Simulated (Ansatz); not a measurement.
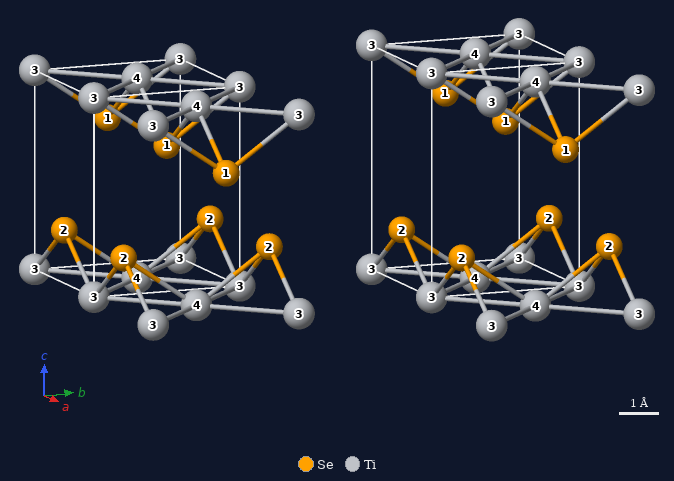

Two geometries of solid TiSe (set up in P4/nmm), drawn at one scale. One is the start of a relaxation, the other its converged end. The picture is a ball-and-stick view of the cell of the calculation, repeated 2 × 1 × 1 with one cell outlined, seen slightly off an axis.

All numbers below come from Ansatz, Kohn-Sham DFT of a periodic cell, PBEsol, Ansatz PAW. (plane-wave cutoff 420 eV; k-point mesh 7 × 7 × 5; occupations fermi-dirac; smearing width 0.05 eV; no spin polarisation; cell and atoms relaxed; force threshold 0.01 eV/Å; at most 40 steps)

Q: Which of the two is the end point?

A: The left one is the relaxed one. The run lets cell and atoms move. Over 6 accepted moves (7 points after the start) the energy falls by 72.5 meV per cell of the calculation. Largest force component: 0.34 eV/Å at the start, 0.00024 eV/Å at the end. Pressure: −2.84 GPa at the start and 0.00 GPa at the end. At 1 point the geometry stayed and the basis and grid were re-selected for the new cell (energy shift of 1.1 meV per cell of the calculation at most each time). The largest moves relative to the cell, 0.14 Å, are those of Se1 and Se2. Se1 goes along −c. Ti stays in place. The drawn cell changes as follows: a = b 4.178 → 4.127 Å (−1.2 %), c 5.984 → 5.319 Å (−11.1 %); the volume changes by −13.3 %. Near-neighbour distances that change, for instance: Ti3–Ti4 2.955 → 2.918 Å, Se1–Ti3 2.533 → 2.503 Å. The space group stays P4/nmm (No. 129). Cost: 45 s on 2 threads of AMD EPYC 7R43 64-Core Processor (Zen 3), on a shared host, peak memory 0.5 GiB.

Limits of the set-up: layers or molecules are held without a dispersion correction, so their spacing is unreliable.
